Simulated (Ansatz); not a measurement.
# Single-point calculation, with input and output: Ti3H

The run: single-point calculation of Ti3H (slab, 8 atoms in the cell). Method and program: DFT PBE, scalar-relativistic, plane waves, PAW, PAW set soft_1, no spin polarisation (Ansatz 0.2.0).

The structure derives from an entry of the Crystallography Open Database.

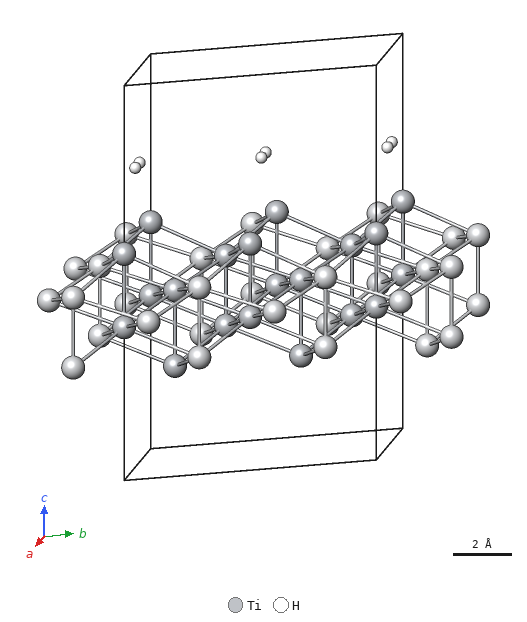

The structure as given in the input (ball-and-stick view of the 1 × 2 repeat of the cell, with the vacuum cut short, seen slightly off an axis; neighbours outside the cell are drawn fainter). An atom can appear more than once, as a periodic image.

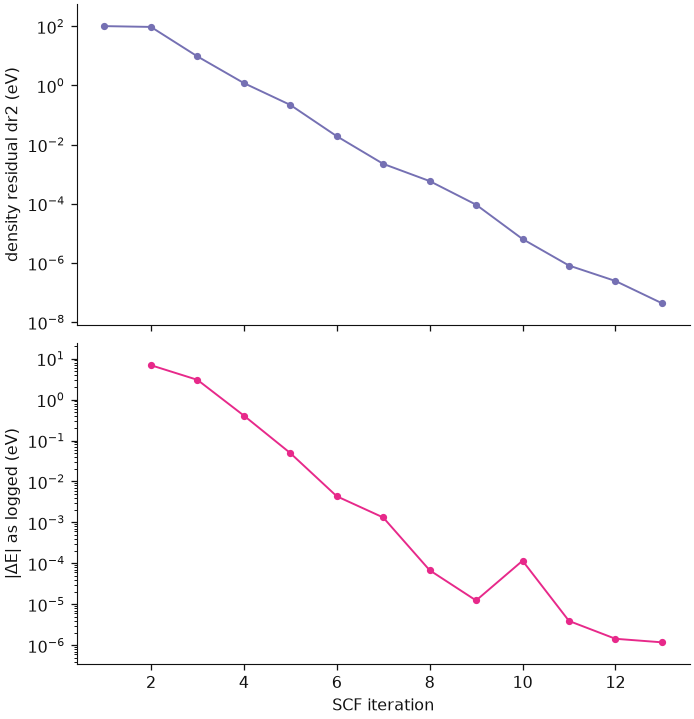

Convergence of the self-consistent field: density residual dr2 and size of the energy change against the SCF iteration. The residual falls at every step.

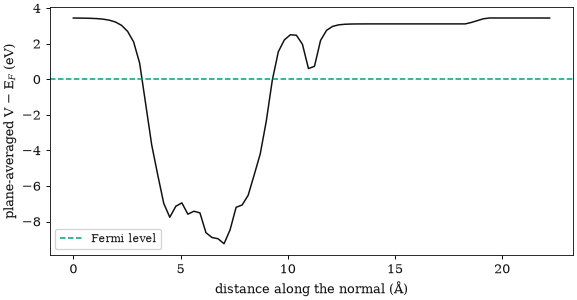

Plane average of the electrostatic potential energy of an electron across the cell, from the Fermi level. The vacuum level lies 3.11 eV above the Fermi level on the upper side and 3.44 eV on the lower.

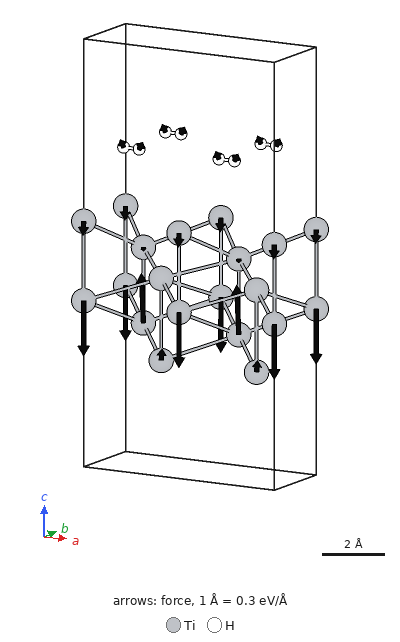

Forces on the atoms as black arrows (ball-and-stick view of the 2 × 1 repeat of the cell, with the vacuum cut short, seen slightly off an axis); the smallest are left out. The largest act on Ti3 (0.55 eV/Å); Ti2 (0.50 eV/Å). Atoms are counted from 1 in the order of the input and aren't labelled in the picture. The geometry is not a stationary point of this energy.

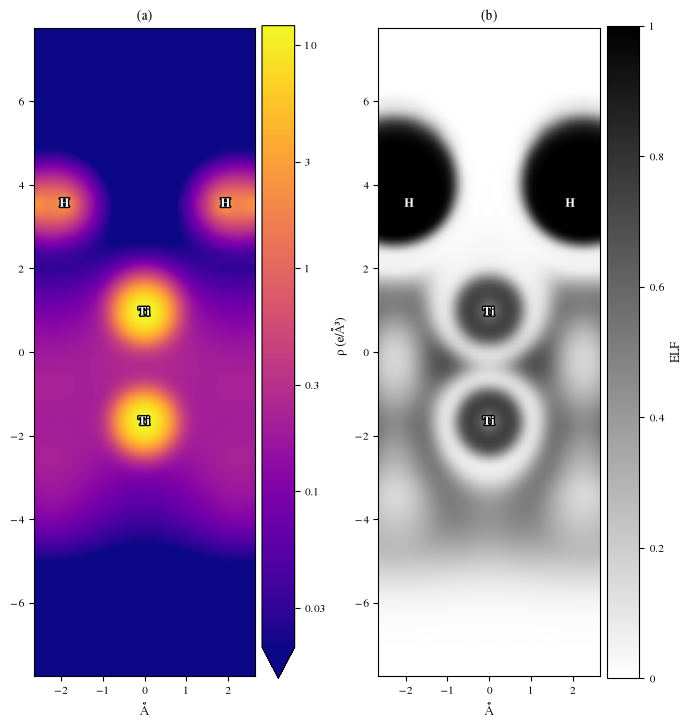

(a) valence pseudo-density; (b) ELF on the (010) plane of the calculation cell, a cut from vacuum to vacuum. Ti–Ti (2.62 Å): ρ at the midpoint is about 0.26 e/Å³; the ELF is about 0.15 at the midpoint; no localised pair between them. The density dies away to nearly zero in the vacuum. The strong features right at Ti lie inside the PAW spheres (semicore, d or f shells) and say nothing about bonding. The fields are those of the smooth PAW valence density.

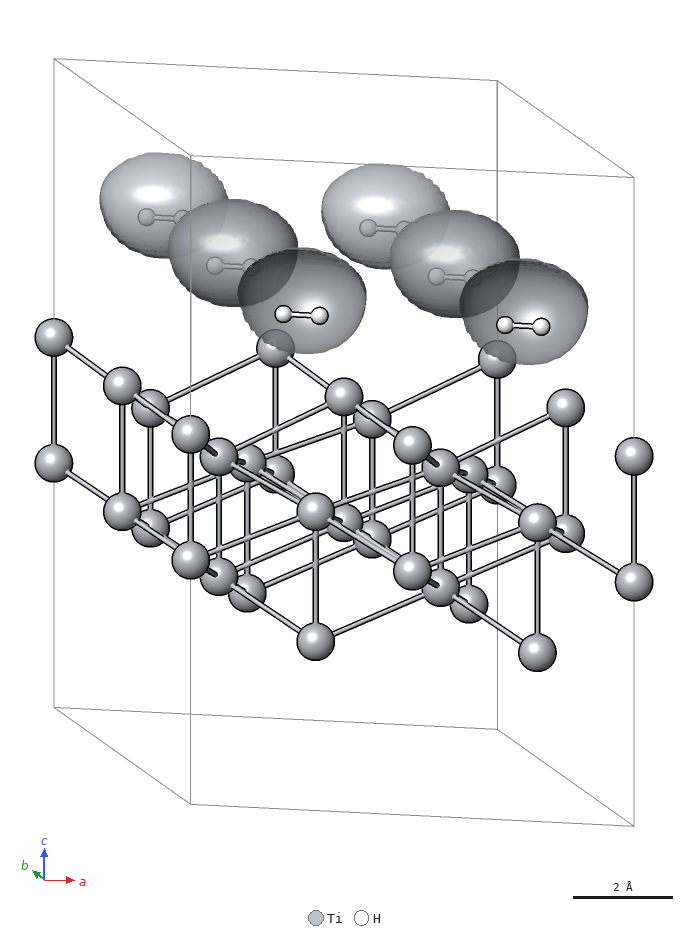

Isosurface of the electron localisation function at 0.9 (grey), seen slightly off an axis. Only the valence region is drawn (cores and ρ < 0.01 e/Å³ removed). Sticks mark near contacts. Values along the shortest contacts: Ti–Ti (2.49 Å): the ELF is about 0.15 at the midpoint (no shared electron pair).

These pictures come from the run below.

## Input file
```yaml
crystal:
  lattice:
    - [4.6037402164, 0.0, 0.0]
    - [-2.3018701082, 3.9869559799, 0.0]
    - [0.0, 0.0, 22.4968206792]
  atoms:
    - { symbol: Ti, position: [0.6666666667, 0.3333333333, 0.1778029019] }
    - { symbol: Ti, position: [0.3333333333, 0.6666666667, 0.2195747837] }
    - { symbol: Ti, position: [0.0, 0.0, 0.2613466656] }
    - { symbol: Ti, position: [0.6666666667, 0.3333333333, 0.2980472718] }
    - { symbol: Ti, position: [0.3333333333, 0.6666666667, 0.3304570052] }
    - { symbol: Ti, position: [0.0, 0.0, 0.3776898434] }
    - { symbol: H, position: [0.4185444916, 1.0, 0.4932617296] }
    - { symbol: H, position: [0.5814555084, 1.0, 0.4932617296] }
basis:
  ecutwfc: 420
kpoints:
  mp_grid: { grid: [6, 6, 1] }
hamiltonian:
  xc: pbe
  pseudopotentials: { kind: paw, azcp: { folder: soft_1 } }
scf:
  occupations: { method: gaussian, width: 0.1 }
output:
  forces: true
  eigenvalues: true
  write_density: true
  write_potential: true
  elf: true
  volumetric_format: npy
efield:
  axis: 3
  dipole_correction: true
  ramp_width: 0.04
```

Command:
```bash
ansatz run input.yaml --threads 1 --pin off --max-ram 3072MiB --backend cpu --events-out ev --progress --plain --runs-dir out
```

## What the program printed
```
Engine: ansatz 0.2.0, aarch64-unknown-linux-gnu
Pseudopotentials: kind: paw
Pseudopotential: Ti, paw, valence charge 12, recommended cutoff 420 eV (normal), [file]
Pseudopotential: H, paw, valence charge 1, recommended cutoff 420 eV (normal), [file]
Functional definition: PBE
  parameter kappa = 0.804
  parameter beta = 0.06672455060314922
  exchange = pbe_x(kappa = kappa, mu = beta*pi^2/3)
  correlation = pbe_c(beta = beta)
Crystal: 8 atoms, lattice volume = 412.927 Å³
Basis set: ecut = 420 eV, 8133 PW (Γ), exchange–correlation on 64×64×320 points (8 copies of the dense FFT grid, shifted against one another)
Bands: 45, of which v1, the nominal top of the filled ones, is band 37 counted from 1 (36 counted from 0)
Symmetry: 2 space group operations
Space group: Cm (ITA 8), of the structure as read, at distance tolerance 7.4e-5 Å
k-points: 13 of 36 (time reversal used)
Non-local potential: Ti, projectors of the file, l = 0: 3, l = 1: 2, l = 2: 3, l = 3: 1
Non-local potential: H, projectors of the file, l = 0: 2, l = 1: 1
PAW form: soft (Blöchl's): semilocal exchange-correlation on the pseudo side does not see the compensation charge
PAW one-centre angular grid: Ti, 590 points (default); XC on 64 Gauss nodes
PAW one-centre angular grid: H, 110 points (default); XC on 64 Gauss nodes
Initial wavefunctions: pseudopotential atomic-orbital guess
Functional: x = pbe(κ = 0.804, μ = 0.2195149727645171), c = pbe(β = 0.06672455060314922)
SCF iter   1: F=—  HF=-15034.765498 eV  |F-HF|=—  |Δ(HF+E_count)|=         —  Δρ=6.62e-2  dr2=1.01e2  ethr=3.10e-3  p=0.000 e·Å  D=1.22e-6 V/Å  ΔV_dip=-0.00 eV  dr2_dipole=1.19e-1  V_vac-E_F(+/−)=8.05/8.05 eV  ⟨swp⟩=8.5  Hψ=2774  notcnv=0
efield: sawtooth ramp at fractional position 0.8155 (placed from the atoms, in the widest stretch of the axis that holds none; the zero of the levels goes with the place), width 0.0400; the density the first Hamiltonian is built on has a dipole p = 0.000 e·Å; the dipole correction subtracts the counter field D = 1.22e-6 V/Å, which shifts the + side's vacuum level by -0.00 eV against the − side's; the planar-averaged density in the ramp window peaks in size at 1.7e-6 e/Å³
preconditioner: auto → LDOS  [metal: Δε(μ)=0.028 eV  Ē_g=3.141 eV  σ=0.100 eV  W_gap=0.16  n_scr=68 (ndim 8)  ℏωp=9.3 eV  f_vac=0.573  D(μ)=15.23/eV (n_scr^D=108)  β→1.0]
SCF iter   2: F=—  HF=-15027.870908 eV  |F-HF|=—  |Δ(HF+E_count)|=    6.89e0  Δρ=7.71e-2  dr2=9.49e1  ethr=3.10e-3  p=0.045 e·Å  D=1.98e-2 V/Å  ΔV_dip=-0.44 eV  dr2_dipole=1.52e0  V_vac-E_F(+/−)=1.94/2.38 eV  ⟨swp⟩=7.7  Hψ=2490  notcnv=0  defer=24
SCF iter   3: F=—  HF=-15024.842836 eV  |F-HF|=—  |Δ(HF+E_count)|=    3.03e0  Δρ=2.46e-2  dr2=9.57e0  ethr=3.10e-3  p=0.045 e·Å  D=1.95e-2 V/Å  ΔV_dip=-0.44 eV  dr2_dipole=1.98e-2  V_vac-E_F(+/−)=4.25/4.69 eV  ⟨swp⟩=6.3  Hψ=1675  notcnv=0  defer=6
SCF iter   4: F=—  HF=-15024.437069 eV  |F-HF|=—  |Δ(HF+E_count)|=   4.06e-1  Δρ=9.42e-3  dr2=1.20e0  ethr=3.10e-3  p=0.028 e·Å  D=1.23e-2 V/Å  ΔV_dip=-0.28 eV  dr2_dipole=4.34e-3  V_vac-E_F(+/−)=3.45/3.72 eV  ⟨swp⟩=3.2  Hψ=898  notcnv=0  defer=14
SCF iter   5: F=—  HF=-15024.387774 eV  |F-HF|=—  |Δ(HF+E_count)|=   4.93e-2  Δρ=4.85e-3  dr2=2.19e-1  ethr=1.63e-3  p=0.033 e·Å  D=1.45e-2 V/Å  ΔV_dip=-0.33 eV  dr2_dipole=1.11e-3  V_vac-E_F(+/−)=3.17/3.49 eV  ⟨swp⟩=3.2  Hψ=834  notcnv=0  defer=12
SCF iter   6: F=—  HF=-15024.392120 eV  |F-HF|=—  |Δ(HF+E_count)|=   4.35e-3  Δρ=1.48e-3  dr2=1.92e-2  ethr=2.95e-4  p=0.036 e·Å  D=1.56e-2 V/Å  ΔV_dip=-0.35 eV  dr2_dipole=1.70e-5  V_vac-E_F(+/−)=3.09/3.44 eV  ⟨swp⟩=1.8  Hψ=658  notcnv=0  defer=12
SCF iter   7: F=—  HF=-15024.393436 eV  |F-HF|=—  |Δ(HF+E_count)|=   1.32e-3  Δρ=5.29e-4  dr2=2.23e-3  ethr=2.59e-5  p=0.035 e·Å  D=1.53e-2 V/Å  ΔV_dip=-0.34 eV  dr2_dipole=1.12e-5  V_vac-E_F(+/−)=3.09/3.44 eV  ⟨swp⟩=2.4  Hψ=704  notcnv=0  defer=12
SCF iter   8: F=—  HF=-15024.393504 eV  |F-HF|=—  |Δ(HF+E_count)|=   6.79e-5  Δρ=2.54e-4  dr2=5.84e-4  ethr=3.01e-6  p=0.035 e·Å  D=1.51e-2 V/Å  ΔV_dip=-0.34 eV  dr2_dipole=7.16e-7  V_vac-E_F(+/−)=3.10/3.44 eV  ⟨swp⟩=2.1  Hψ=714  notcnv=0  defer=12
SCF iter   9: F=—  HF=-15024.393516 eV  |F-HF|=—  |Δ(HF+E_count)|=   1.24e-5  Δρ=9.16e-5  dr2=9.29e-5  ethr=7.89e-7  p=0.034 e·Å  D=1.48e-2 V/Å  ΔV_dip=-0.33 eV  dr2_dipole=8.86e-7  V_vac-E_F(+/−)=3.11/3.45 eV  ⟨swp⟩=2.1  Hψ=617  notcnv=0  defer=12
SCF iter  10: F=—  HF=-15024.393632 eV  |F-HF|=—  |Δ(HF+E_count)|=   1.16e-4  Δρ=2.92e-5  dr2=6.42e-6  ethr=1.26e-7  p=0.034 e·Å  D=1.48e-2 V/Å  ΔV_dip=-0.33 eV  dr2_dipole=4.02e-7  V_vac-E_F(+/−)=3.11/3.44 eV  ⟨swp⟩=2.4  Hψ=726  notcnv=0  defer=12
SCF iter  11: F=—  HF=-15024.393636 eV  |F-HF|=—  |Δ(HF+E_count)|=   3.92e-6  Δρ=1.23e-5  dr2=8.14e-7  ethr=8.67e-9  p=0.034 e·Å  D=1.48e-2 V/Å  ΔV_dip=-0.33 eV  dr2_dipole=1.03e-7  V_vac-E_F(+/−)=3.11/3.44 eV  ⟨swp⟩=2.4  Hψ=733  notcnv=0  defer=12
SCF iter  12: F=—  HF=-15024.393638 eV  |F-HF|=—  |Δ(HF+E_count)|=   1.44e-6  Δρ=7.43e-6  dr2=2.45e-7  ethr=1.10e-9  p=0.034 e·Å  D=1.48e-2 V/Å  ΔV_dip=-0.33 eV  dr2_dipole=9.05e-9  V_vac-E_F(+/−)=3.11/3.44 eV  ⟨swp⟩=2.2  Hψ=714  notcnv=0  defer=12
SCF iter  13: F=-15024.393639 eV  HF=-15024.393639 eV  |F-HF|=3.21e-7  |Δ(HF+E_count)|=   1.18e-6  Δρ=3.33e-6  dr2=4.34e-8  ethr=1.35e-10  p=0.034 e·Å  D=1.48e-2 V/Å  ΔV_dip=-0.33 eV  dr2_dipole=4.62e-11  V_vac-E_F(+/−)=3.11/3.45 eV  ⟨swp⟩=29.6  Hψ=5662  notcnv=0
SCF 1 converged in 13 iterations: F = -15024.393639 eV  dr2 = 4.34e-8
  greatest PAW one-centre occupation: 0.999 electrons in one spin orbital (limit 2), on the Ti atom at site 3 (counted from 0), in its partial waves of l = 0
WARN: The output density's exchange-correlation potential varies sharply where the density is thin. Do not read a vacuum level from v_tot or v_xc, or from such a field of the output density. On a cell that repeats whose density bears no net charge and no dipole along the vacuum's axis use v_es (v_loc + v_h of the components); under efield.dipole_correction with no amplitude use v_es + v_field, which holds any external_charges[].barrier, or the levels of the report's work_function block, which leave it out; under a non-zero efield.amplitude the vacuum is tilted and has no level; on a cell that repeats and bears such a dipole with no correction it is tilted too, and efield.dipole_correction with no amplitude gives each side of its ramp a level where efield: is served; in a cell that repeats whose density bears a net charge (total_charge, or a fill off its count) it is curved and has none; of a slab under crystal.periodic whose density bears no net charge use v_es, which has a level on each side, short of where the two are joined; of another it falls or rises all the way out and has none; of a slab beside external_charges read slab_vacuum_level instead, which it has where they leave it neutral. The grid or the basis barely resolves most such structure, and the values can differ between equally converged runs; as a rule a tighter scf.convergence.dr2_threshold does not remove it. Where the density itself ripples (under the LDA too) a higher basis.ecutwfc lessens it. The files hold the spikes' plane waves up to the density's cutoff. Files: v_tot_of_output_density and the like, and their columns of v_z.tsv (output.write_potential); v_xc_of_output_density and the like, and their columns of v_comp_z.tsv (output.write_potential_components). Measured: with its Gaussian average of σ = 0.25 Å subtracted twice, the exchange-correlation potential is over 0.1 eV at 541 of the grid points where the equally averaged density (valence and model cores) is under 1e-3 e/Å³, and 0.648 eV at the most among them, at an averaged density of 9.4e-4 e/Å³. The input density's (outcome.potential() and, of a run that writes arrays, v_tot and v_xc) is over 0.1 eV, so measured, at 3303 points of its own thin density, 0.645 eV at the most. See output.write_potential in the manual, Limitations
SCF converged after 13 iterations
Free energy (F): -15024.393639 eV
Harris-Foulkes:  -15024.393639 eV  (|F-HF|=3.21e-7)
Internal energy: -15024.326084 eV  (E = F + TS)
E sigma→0 (E₀):  -15024.359862 eV
Entropy (-TS):   -0.067555 eV (-8.444 meV/atom)
Fermi energy:    1.042228 eV
Dipole field:    D = 0.014753 V/Å  (p = 0.033667 e·Å, saw-weighted, corrected)
Work function:   Φ+ = 3.1131 eV   Φ− = 3.4450 eV
Levels:          The Fermi level and band energies are counted from a zero that moves with the ramp; work functions are not
--- Per-component energies (eV) ---
  E_band       = -1827.122791
  E_kinetic    = 1712.905077
  E_local      = -61451.168553  (includes V_loc(G=0)·N_el)
  E_nonlocal   = 369.388768
  E_hartree    = 29739.066558
  E_xc         = -708.894263
  E_vxc        = -887.650561  (∫ρ·V_xc dr)
  E_paw        = -6257.274370  (= ΣΔE_a)
  E_vpaw       = -1050.016882  (= ΣTr[D̂ρ^β])
  E_aug_tail   = -0.002427  (compensation charges beyond the density's cutoff)
  E_efield     = 0.000248  (sawtooth field / dipole correction)
  E_vefield    = 1.282921  (∫n·V_field dr)
  E_ewald      = 21571.652877
  E_smearing   = -0.067555  (= −TS)
  E_closure    = 0.000000  (closes the sum)
  Σ components = -15024.393639   (vs F -15024.393639, Δ=0.00e0)
--- Forces (eV/Å), atoms counted from 1 ---
  atom   1  Ti     0.00000000     0.01222448     0.12041702
  atom   2  Ti     0.00000000    -0.02762859     0.49955520
  atom   3  Ti     0.00000000    -0.00180029    -0.55346277
  atom   4  Ti     0.00000000     0.01797238    -0.03087590
  atom   5  Ti     0.00000000     0.00315164    -0.04292148
  atom   6  Ti     0.00000000    -0.00861958    -0.14598981
  atom   7  H     -0.05349580     0.00235203     0.07666063
  atom   8  H      0.05349580     0.00235203     0.07666063
  max |Σ_I F_I| component: 4.35e-5 eV/Å
--- Band table (eV; the first three rows and the last of 13) ---
  k-point 0: bands = ["-55.9840", "-55.9391", "-55.3873", "-55.2692", "-55.2068", "-55.1130", "-32.3339", "-32.3044", "-32.2684", "-32.2657", "-32.2228", "-32.2205", "-31.8046", "-31.8010", "-31.7998", "-31.6724", "-31.6709", "-31.5363", "-31.5052", "-31.3946", "-31.3939", "-31.2887", "-31.2873", "-31.1570", "-6.4636", "-4.0069", "-2.0379", "-0.7370", "-0.7366", "-0.1027", "0.1284", "0.1292", "0.3999", "0.5918", "0.5938", "0.8755", "0.8762", "0.9092", "1.0781", "1.0798", "1.5955", "1.8660", "1.9209", "1.9242", "2.8403"]
  k-point 1: bands = ["-55.9835", "-55.9386", "-55.3779", "-55.2727", "-55.2113", "-55.1157", "-32.3368", "-32.3089", "-32.2704", "-32.2678", "-32.2252", "-32.2238", "-31.8437", "-31.8340", "-31.7747", "-31.6301", "-31.6216", "-31.5426", "-31.5053", "-31.3932", "-31.3824", "-31.3233", "-31.2895", "-31.1552", "-6.4335", "-3.7060", "-1.8308", "-0.6880", "-0.5787", "-0.2665", "-0.1291", "0.1964", "0.3012", "0.5402", "0.6380", "0.8627", "0.9765", "0.9809", "1.1978", "1.2882", "1.6260", "1.8327", "1.8662", "2.2607", "2.7362"]
  k-point 2: bands = ["-55.9824", "-55.9376", "-55.3541", "-55.2837", "-55.2215", "-55.1210", "-32.3428", "-32.3183", "-32.2803", "-32.2648", "-32.2344", "-32.2228", "-31.8760", "-31.8733", "-31.7165", "-31.6020", "-31.5718", "-31.5625", "-31.4566", "-31.4323", "-31.3894", "-31.3434", "-31.2922", "-31.1510", "-6.3726", "-2.8711", "-1.3196", "-0.7639", "-0.6844", "-0.3418", "-0.1592", "0.1899", "0.3684", "0.3943", "0.6608", "0.8708", "0.9590", "1.1429", "1.3873", "1.4751", "1.7332", "1.7926", "1.8487", "2.2625", "2.5237"]
  k-point 12: bands = ["-55.9818", "-55.9371", "-55.3375", "-55.2920", "-55.2287", "-55.1234", "-32.3439", "-32.3257", "-32.2843", "-32.2605", "-32.2380", "-32.2187", "-31.9187", "-31.8314", "-31.7141", "-31.6328", "-31.5723", "-31.5303", "-31.4868", "-31.4040", "-31.3611", "-31.3513", "-31.3097", "-31.1476", "-6.3127", "-2.1715", "-1.1714", "-0.9240", "-0.8769", "-0.3690", "-0.0676", "0.2380", "0.3472", "0.6719", "0.8411", "0.9210", "0.9563", "1.1448", "1.3694", "1.4335", "1.6368", "1.8200", "1.8682", "2.0421", "2.3039"]
```

## Key numbers

| quantity | value |
| --- | --- |
| outcome | converged |
| electrons treated | 74 |
| free energy | −15024.3936 eV |
| work function, top face | 3.11 eV |
| work function, bottom face | 3.44 eV |
| Fermi energy | 1.042 eV |
| gap on the k-point mesh | none (metallic) |
| work function (upper face) | 3.11 eV |
| largest force (length of the vector) | 0.553 eV/Å |
| hardware | 1 thread of Arm Neoverse V1, 24 GiB of memory available, shared host |
| wall time | 49 s |
| peak memory | 0.56 GiB |

## Remarks

The program warns: the exchange-correlation potential is rough where the density is thin.
